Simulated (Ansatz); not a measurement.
**Single-point calculation of ZrN**

ZrN (slab, 8 atoms in the cell), computed with DFT PBEsol, scalar-relativistic, plane waves, PAW, no spin polarisation (Ansatz 0.2.0).

The structure derives from an entry of the Crystallography Open Database. It belongs to a series of runs on one base structure; here: the substrate alone at its places in the stack. Figures and captions count atoms from 1; the log counts them from 0 in places.

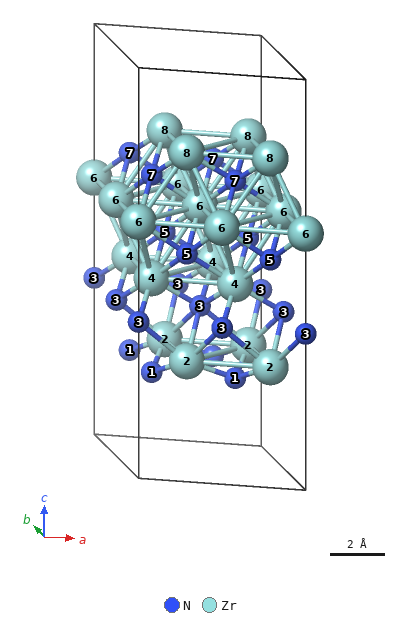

Fig. 1: The structure as given in the input (ball-and-stick view of the 2 × 2 repeat of the cell, with the vacuum cut short, seen slightly off an axis; atoms are numbered from 1 in the order of the input). An atom can appear more than once, as a periodic image.

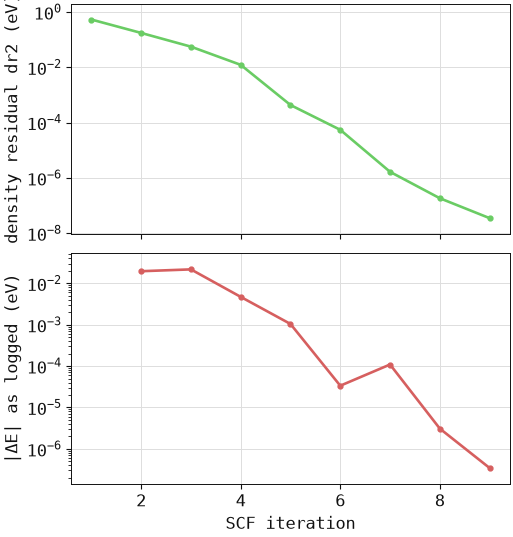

Fig. 2: Convergence of the self-consistent field: density residual dr2 and size of the energy change against the SCF iteration. The residual falls at every step.

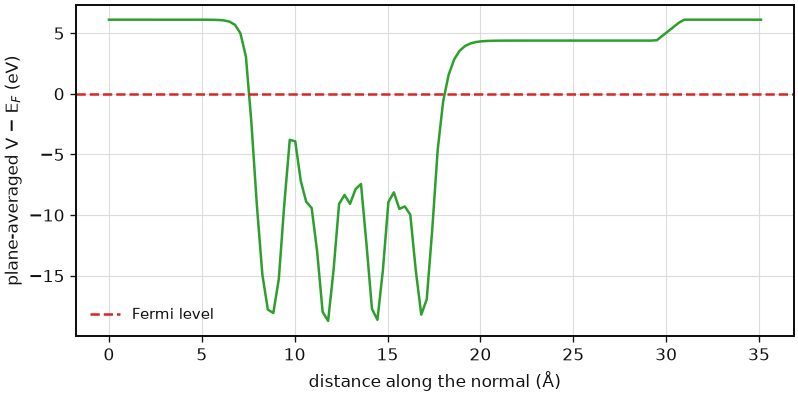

Fig. 3: Plane average of the electrostatic potential energy of an electron across the cell, from the Fermi level. The vacuum level lies 4.39 eV above the Fermi level on the upper side and 6.11 eV on the lower.

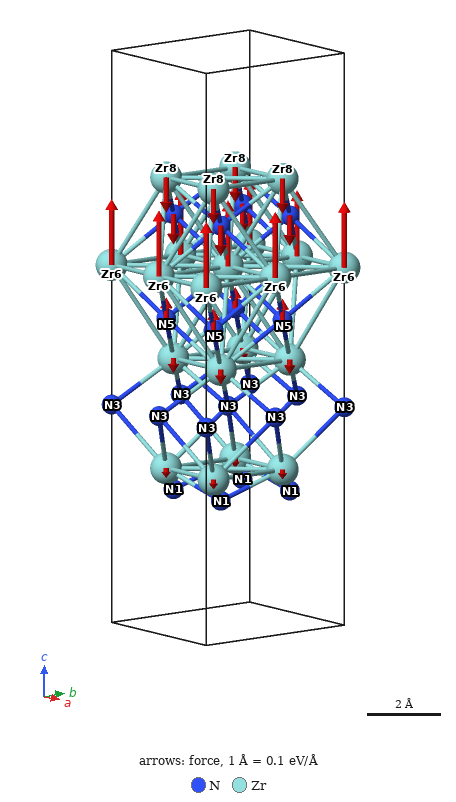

Fig. 4: Forces on the atoms as red arrows (ball-and-stick view of the 2 × 2 repeat of the cell, with the vacuum cut short, seen slightly off an axis; atoms are numbered from 1 in the order of the input); the smallest are left out. The largest act on Zr6 (0.18 eV/Å); Zr8 (0.10 eV/Å); N7 (0.08 eV/Å); N5 (0.06 eV/Å). The geometry is not a stationary point of this energy.

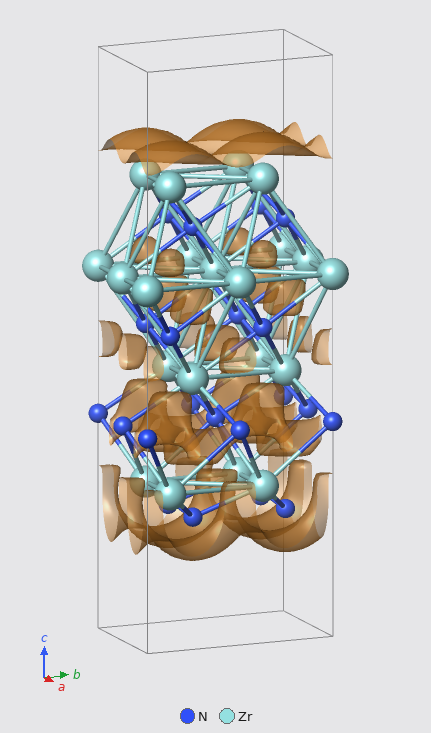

Fig. 5: Isosurface of the valence charge density (pseudo) at 0.15 e/Å³ (orange), seen slightly off an axis. Sticks mark near contacts. At this value the density is joined into sheets; it holds about 95 % of the electrons treated as valence (semicore included). On the grid the lowest density along these lines, outside the cores, is 0.86 e/Å³ (Zr–N, 2.02 Å), 0.19 e/Å³ (Zr–Zr, 3.14 Å), 0.55 e/Å³ (Zr–N, 2.21 Å) and 0.48 e/Å³ (Zr–N, 2.27 Å). Core electrons are frozen (PAW), so the fields are smoothed inside the atomic spheres.

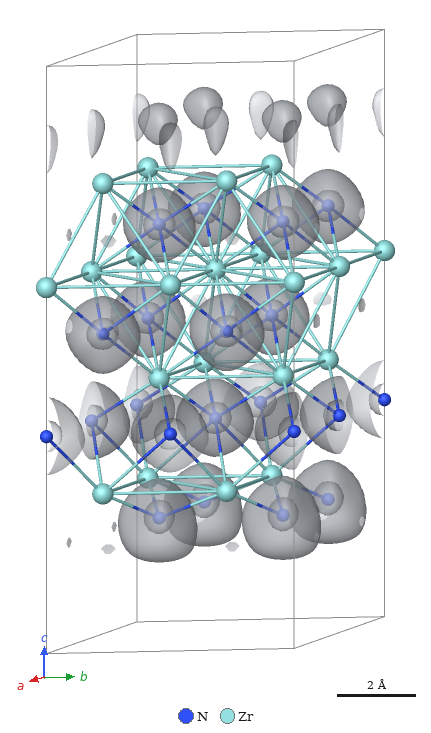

Fig. 6: Isosurface of the ELF at 0.65 (grey), seen slightly off an axis. Core shells and regions of very low density are left out. Sticks mark near contacts. Values along the shortest contacts: Zr–N (2.02 Å): the ELF peaks at about 0.80 in the valence shell of N, 0.6 Å from its nucleus, and drops to about 0.30 between the two atoms; no shared pair; the contact is polar. Zr–Zr (3.14 Å): the ELF is about 0.15 at the midpoint (no shared electron pair).

The input that produced these results follows, with the program's output.

**The input**
```yaml
crystal:
  lattice:
    - [3.2188796041, 0.0, 0.0]
    - [-1.6094398021, 2.7876315089, 0.0]
    - [0.0, 0.0, 35.4038262222]
  atoms:
    - { symbol: "N", position: [0.3333333333, 0.6666666667, 0.227981254] }
    - { symbol: Zr, position: [0.6666666667, 0.3333333333, 0.2500472302] }
    - { symbol: "N", position: [0.0, 0.0, 0.2964278508] }
    - { symbol: Zr, position: [0.3333333333, 0.6666666667, 0.3302725661] }
    - { symbol: "N", position: [0.6666666667, 0.3333333333, 0.3670429525] }
    - { symbol: Zr, position: [0.0, 0.0, 0.4055735995] }
    - { symbol: "N", position: [0.3333333333, 0.6666666667, 0.4429048243] }
    - { symbol: Zr, position: [0.6666666667, 0.3333333333, 0.4771926303] }
basis:
  ecutwfc: 420
kpoints:
  mp_grid: { grid: [12, 12, 1] }
hamiltonian:
  xc: pbesol
scf:
  occupations: { method: gaussian, width: 0.1 }
output:
  forces: true
  stress: true
  eigenvalues: true
  write_density: true
  write_potential: true
  elf: true
  volumetric_format: npy
efield:
  axis: 3
  dipole_correction: true
  ramp_width: 0.04
```

Command:
```bash
ansatz run input.yaml --threads 4 --pin off --max-ram 10240MiB --backend cpu --events-out ev --progress --plain --runs-dir out
```

**Output**
```
Engine: ansatz 0.2.0, x86_64-unknown-linux-gnu
Pseudopotentials: kind: paw
Pseudopotential: N, paw, valence charge 5, recommended cutoff 420 eV (normal), N.paw.azcp
Pseudopotential: Zr, paw, valence charge 12, recommended cutoff 420 eV (normal), Zr.paw.azcp
Functional definition: PBEsol
  exchange = pbesol_x
  correlation = pbesol_c
Crystal: 8 atoms, lattice volume = 317.680 Å³
Basis set: ecut = 420 eV, 6299 PW (Γ), exchange–correlation on 48×48×480 points (8 copies of the dense FFT grid, shifted against one another)
Bands: 42, of which v1, the nominal top of the filled ones, is band 34 counted from 1 (33 counted from 0)
Symmetry: 6 space group operations
Space group: P3m1 (ITA 156), of the structure as read, at distance tolerance 6.8e-5 Å
k-points: 19 of 144 (time reversal used)
Non-local potential: N, projectors of the file, l = 0: 2, l = 1: 2, l = 2: 1
Non-local potential: Zr, projectors of the file, l = 0: 3, l = 1: 2, l = 2: 2, l = 3: 2
PAW form: soft (Blöchl's): semilocal exchange-correlation on the pseudo side does not see the compensation charge
PAW frozen core: N, regenerated for the run's functional, and the local potential with it (the file was generated under x = pbe(κ = 0.804, μ = 0.2195149727645171), c = pbe(β = 0.06672455060314922))
PAW frozen core: Zr, regenerated for the run's functional, and the local potential with it (the file was generated under x = pbe(κ = 0.804, μ = 0.2195149727645171), c = pbe(β = 0.06672455060314922))
PAW one-centre angular grid: N, 110 points (default); XC on 64 Gauss nodes
PAW one-centre angular grid: Zr, 590 points (default); XC on 64 Gauss nodes
Initial density: superposition of atomic densities (neutral atoms: chi_scale 0, normalization atom), corrected by the library's trained network
Initial wavefunctions: pseudopotential atomic-orbital guess
Functional: x = pbesol(κ = 0.804, μ = 0.12345679012345678), c = pbesol(β = 0.046)
SCF iter   1: F=—  HF=-18040.300034 eV  |F-HF|=—  |Δ(HF+E_count)|=         —  Δρ=6.63e-3  dr2=5.31e-1  ethr=1.77e-3  p=0.078 e·Å  D=4.42e-2 V/Å  ΔV_dip=-1.56 eV  dr2_dipole=5.59e-2  V_vac-E_F(+/−)=4.85/6.41 eV  ⟨swp⟩=7.2  Hψ=3856  notcnv=0
efield: sawtooth ramp at fractional position 0.8326 (placed from the atoms, in the widest stretch of the axis that holds none; the zero of the levels goes with the place), width 0.0400; the density the first Hamiltonian is built on has a dipole p = 0.078 e·Å; the dipole correction subtracts the counter field D = 4.42e-2 V/Å, which shifts the + side's vacuum level by -1.56 eV against the − side's; the planar-averaged density in the ramp window peaks in size at 1.8e-6 e/Å³
preconditioner: auto → LDOS  [metal: Δε(μ)=0.088 eV  Ē_g=8.249 eV  σ=0.100 eV  W_gap=0.46  n_scr=22 (ndim 8)  ℏωp=12.5 eV  f_vac=0.644  D(μ)=3.72/eV (n_scr^D=16)  β→1.0]
SCF iter   2: F=—  HF=-18040.280453 eV  |F-HF|=—  |Δ(HF+E_count)|=   1.96e-2  Δρ=5.71e-3  dr2=1.74e-1  ethr=7.80e-4  p=0.085 e·Å  D=4.84e-2 V/Å  ΔV_dip=-1.71 eV  dr2_dipole=1.44e-2  V_vac-E_F(+/−)=4.47/6.18 eV  ⟨swp⟩=2.3  Hψ=1371  notcnv=0  defer=45
SCF iter   3: F=—  HF=-18040.258721 eV  |F-HF|=—  |Δ(HF+E_count)|=   2.17e-2  Δρ=2.38e-3  dr2=5.55e-2  ethr=2.56e-4  p=0.086 e·Å  D=4.87e-2 V/Å  ΔV_dip=-1.72 eV  dr2_dipole=1.04e-2  V_vac-E_F(+/−)=4.48/6.21 eV  ⟨swp⟩=2.1  Hψ=1212  notcnv=0  defer=45
SCF iter   4: F=—  HF=-18040.254026 eV  |F-HF|=—  |Δ(HF+E_count)|=   4.70e-3  Δρ=8.45e-4  dr2=1.22e-2  ethr=8.16e-5  p=0.084 e·Å  D=4.78e-2 V/Å  ΔV_dip=-1.69 eV  dr2_dipole=1.18e-3  V_vac-E_F(+/−)=4.44/6.14 eV  ⟨swp⟩=2.6  Hψ=1075  notcnv=0  defer=45
SCF iter   5: F=—  HF=-18040.252982 eV  |F-HF|=—  |Δ(HF+E_count)|=   1.04e-3  Δρ=1.74e-4  dr2=4.30e-4  ethr=1.80e-5  p=0.085 e·Å  D=4.85e-2 V/Å  ΔV_dip=-1.72 eV  dr2_dipole=4.51e-5  V_vac-E_F(+/−)=4.40/6.11 eV  ⟨swp⟩=2.0  Hψ=1084  notcnv=0  defer=45
SCF iter   6: F=—  HF=-18040.253015 eV  |F-HF|=—  |Δ(HF+E_count)|=   3.35e-5  Δρ=8.24e-5  dr2=5.46e-5  ethr=6.33e-7  p=0.085 e·Å  D=4.86e-2 V/Å  ΔV_dip=-1.72 eV  dr2_dipole=7.18e-6  V_vac-E_F(+/−)=4.39/6.11 eV  ⟨swp⟩=2.3  Hψ=1217  notcnv=0  defer=45
SCF iter   7: F=—  HF=-18040.252907 eV  |F-HF|=—  |Δ(HF+E_count)|=   1.09e-4  Δρ=1.96e-5  dr2=1.65e-6  ethr=8.03e-8  p=0.085 e·Å  D=4.86e-2 V/Å  ΔV_dip=-1.72 eV  dr2_dipole=3.77e-8  V_vac-E_F(+/−)=4.39/6.11 eV  ⟨swp⟩=2.1  Hψ=991  notcnv=0  defer=43
SCF iter   8: F=—  HF=-18040.252910 eV  |F-HF|=—  |Δ(HF+E_count)|=   3.08e-6  Δρ=7.94e-6  dr2=1.83e-7  ethr=2.42e-9  p=0.085 e·Å  D=4.86e-2 V/Å  ΔV_dip=-1.72 eV  dr2_dipole=5.33e-10  V_vac-E_F(+/−)=4.39/6.11 eV  ⟨swp⟩=2.8  Hψ=1474  notcnv=0  defer=43
SCF iter   9: F=-18040.252910 eV  HF=-18040.252910 eV  |F-HF|=8.81e-8  |Δ(HF+E_count)|=   3.44e-7  Δρ=3.27e-6  dr2=3.49e-8  ethr=1.47e-10  p=0.085 e·Å  D=4.86e-2 V/Å  ΔV_dip=-1.72 eV  dr2_dipole=1.52e-9  V_vac-E_F(+/−)=4.39/6.11 eV  ⟨swp⟩=20.8  Hψ=7768  notcnv=0
SCF 1 converged in 9 iterations: F = -18040.252910 eV  dr2 = 3.49e-8
  greatest PAW one-centre occupation: 0.996 electrons in one spin orbital (limit 2), on the Zr atom at site 7 (counted from 0), in its partial waves of l = 0
WARN: The output density's exchange-correlation potential varies sharply where the density is thin. Do not read a vacuum level from v_tot or v_xc, or from such a field of the output density. On a cell that repeats whose density bears no net charge and no dipole along the vacuum's axis use v_es (v_loc + v_h of the components); under efield.dipole_correction with no amplitude use v_es + v_field, which holds any external_charges[].barrier, or the levels of the report's work_function block, which leave it out; under a non-zero efield.amplitude the vacuum is tilted and has no level; on a cell that repeats and bears such a dipole with no correction it is tilted too, and efield.dipole_correction with no amplitude gives each side of its ramp a level where efield: is served; in a cell that repeats whose density bears a net charge (total_charge, or a fill off its count) it is curved and has none; of a slab under crystal.periodic whose density bears no net charge use v_es, which has a level on each side, short of where the two are joined; of another it falls or rises all the way out and has none; of a slab beside external_charges read slab_vacuum_level instead, which it has where they leave it neutral. The grid or the basis barely resolves most such structure, and the values can differ between equally converged runs; as a rule a tighter scf.convergence.dr2_threshold does not remove it. Where the density itself ripples (under the LDA too) a higher basis.ecutwfc lessens it. The files hold the spikes' plane waves up to the density's cutoff. Files: v_tot_of_output_density and the like, and their columns of v_z.tsv (output.write_potential); v_xc_of_output_density and the like, and their columns of v_comp_z.tsv (output.write_potential_components). Measured: with its Gaussian average of σ = 0.25 Å subtracted twice, the exchange-correlation potential is over 0.1 eV at 36 of the grid points where the equally averaged density (valence and model cores) is under 1e-3 e/Å³, and 0.309 eV at the most among them, at an averaged density of 5.4e-7 e/Å³. The input density's (outcome.potential() and, of a run that writes arrays, v_tot and v_xc) is over 0.1 eV, so measured, at 128 points of its own thin density, 0.135 eV at the most. See output.write_potential in the manual, Limitations
SCF converged after 9 iterations
Free energy (F): -18040.252910 eV
Harris-Foulkes:  -18040.252910 eV  (|F-HF|=8.81e-8)
Internal energy: -18040.232302 eV  (E = F + TS)
E sigma→0 (E₀):  -18040.242606 eV
Entropy (-TS):   -0.020608 eV (-2.576 meV/atom)
Fermi energy:    1.571076 eV
Dipole field:    D = 0.048665 V/Å  (p = 0.085438 e·Å, saw-weighted, corrected)
Work function:   Φ+ = 4.3877 eV   Φ− = 6.1107 eV
Levels:          The Fermi level and band energies are counted from a zero that moves with the ramp; work functions are not
--- Per-component energies (eV) ---
  E_band       = -1162.792389
  E_kinetic    = 1868.783626
  E_local      = -138962.751121  (includes V_loc(G=0)·N_el)
  E_nonlocal   = 501.725042
  E_hartree    = 68452.359828
  E_xc         = -887.745931
  E_vxc        = -1075.725629  (∫ρ·V_xc dr)
  E_paw        = -12087.474390  (= ΣΔE_a)
  E_vpaw       = -399.111886  (= ΣTr[D̂ρ^β])
  E_aug_tail   = 0.000459  (compensation charges beyond the density's cutoff)
  E_efield     = 0.002079  (sawtooth field / dipole correction)
  E_vefield    = -0.431582  (∫n·V_field dr)
  E_ewald      = 63074.092828
  E_core_change = 0.775277  (= ΣΔE_core)
  E_smearing   = -0.020608  (= −TS)
  E_closure    = -0.000000  (closes the sum)
  Σ components = -18040.252910   (vs F -18040.252910, Δ=0.00e0)
--- Forces (eV/Å), atoms counted from 1 ---
  atom   1  N     -0.00000000     0.00000000     0.01251161
  atom   2  Zr     0.00000000    -0.00000000    -0.02692260
  atom   3  N     -0.00000000    -0.00000000    -0.00313254
  atom   4  Zr    -0.00000000    -0.00000000    -0.04094571
  atom   5  N      0.00000000     0.00000000     0.05854668
  atom   6  Zr     0.00000000     0.00000000     0.18246374
  atom   7  N      0.00000000     0.00000000    -0.08456719
  atom   8  Zr    -0.00000000    -0.00000000    -0.09787965
  max |Σ_I F_I| component: 7.44e-5 eV/Å
--- Stress (GPa, compression-positive) ---
        1.492116       0.000000      -0.000000
        0.000000       1.492116      -0.000000
       -0.000000      -0.000000      -0.126349
  P = ⅓ Tr σ = 0.9526 GPa (9.526 kbar)
--- Band table (eV; the first three rows and the last of 19) ---
  k-point 0: bands = ["-47.9450", "-47.7262", "-47.4926", "-46.6846", "-26.5816", "-26.1358", "-25.6926", "-25.6926", "-25.5205", "-25.4782", "-25.4782", "-25.1810", "-25.1810", "-24.9751", "-24.4668", "-24.4668", "-14.4361", "-13.5657", "-12.6900", "-11.3164", "-5.6760", "-4.1578", "-3.9841", "-3.9841", "-3.1554", "-3.1554", "-2.3433", "-2.2193", "-2.2193", "-1.1521", "-0.8641", "-0.8641", "0.5794", "1.4751", "1.6074", "1.6074", "2.5421", "2.7521", "2.7521", "3.5845", "3.8789", "3.8789"]
  k-point 1: bands = ["-47.9376", "-47.7190", "-47.4867", "-46.6769", "-26.5562", "-26.1323", "-25.7650", "-25.7076", "-25.5684", "-25.4921", "-25.4859", "-25.2364", "-25.1918", "-24.9651", "-24.5446", "-24.4823", "-14.3274", "-13.5251", "-12.7154", "-11.2974", "-5.5489", "-4.3242", "-3.9280", "-3.7698", "-3.3541", "-3.1228", "-2.4656", "-2.2006", "-2.1786", "-1.3999", "-0.9604", "-0.7710", "0.6023", "1.1901", "1.6730", "1.7600", "2.4569", "2.9328", "2.9557", "3.4927", "3.7874", "3.9533"]
  k-point 2: bands = ["-47.9173", "-47.6991", "-47.4707", "-46.6560", "-26.4863", "-26.1407", "-25.9455", "-25.7481", "-25.7093", "-25.5300", "-25.4940", "-25.3770", "-25.2215", "-24.9472", "-24.7416", "-24.5243", "-14.0496", "-13.4493", "-12.7883", "-11.2196", "-5.2190", "-4.4191", "-3.8632", "-3.8042", "-3.4571", "-3.0621", "-2.7484", "-2.4547", "-2.1002", "-1.6018", "-1.0677", "-0.6456", "0.5051", "0.7249", "1.7942", "2.2142", "2.4652", "2.9869", "3.1996", "3.6711", "3.9324", "4.1830"]
  k-point 18: bands = ["-47.8191", "-47.6021", "-47.3937", "-46.5544", "-26.4109", "-26.4085", "-26.2778", "-26.1279", "-25.9662", "-25.9512", "-25.7409", "-25.5632", "-25.5427", "-25.3427", "-25.0897", "-24.7648", "-13.4643", "-13.3510", "-12.6499", "-10.6462", "-4.7536", "-4.3964", "-4.0973", "-3.8216", "-3.5159", "-3.4375", "-3.4076", "-2.8855", "-2.8137", "-1.3641", "-0.0675", "-0.0571", "1.1177", "1.4590", "2.3547", "2.9159", "2.9266", "3.8224", "3.8584", "4.4347", "4.6889", "4.7447"]
```

**Key numbers**

- outcome: converged
- electrons treated: 68
- free energy: −18040.2529 eV
- work function, top face: 4.39 eV
- work function, bottom face: 6.11 eV
- Fermi energy: 1.571 eV
- gap on the k-point mesh: none (metallic)
- work function (upper face): 4.39 eV
- largest force (length of the vector): 0.182 eV/Å
- hardware: 4 threads of Intel Xeon (Sapphire Rapids), 32 GiB of memory available, shared host
- wall time: 6.4 s (CPU time 24 s)
- peak memory: 0.82 GiB

**Notes**

The program warns: the exchange-correlation potential is rough where the density is thin.
